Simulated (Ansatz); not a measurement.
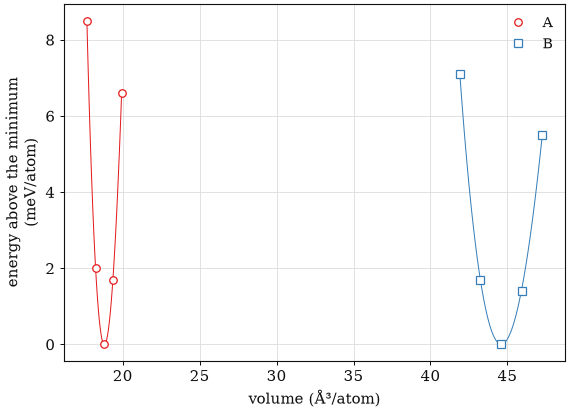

The figure compares two calculations of the energy above the minimum against volume, each curve from its own zero. The first is for KF, space group Fm-3m (No. 225).

The cell holds 2 atoms.

Calculation (Ansatz 0.2.0): third-order Birch-Murnaghan fit to density functional energies at scaled volumes of the given relaxed cell, shape and atoms relaxed at each volume; energies count from the fitted minimum; plane waves with PAW datasets, Γ-centred k mesh. Level: r2SCAN, no spin polarisation.

- wave cutoff: 500 eV
- k mesh: 8×8×8
- occupations: Gaussian
- smearing width: 0.02 eV

In the second, F is replaced by I on all its sites, which gives KI in the same structure. The second calculation uses k mesh 6×6×6.

Q: Which of A and B is the second calculation, and what did the change do?

A: B. The equilibrium volume rises from 18.80 to 44.60 Å³/atom (+137 %) and the bulk modulus falls from 35.3 to 12.4 GPa (−65 %).

V0 and the bulk modulus come from third-order Birch–Murnaghan fits.
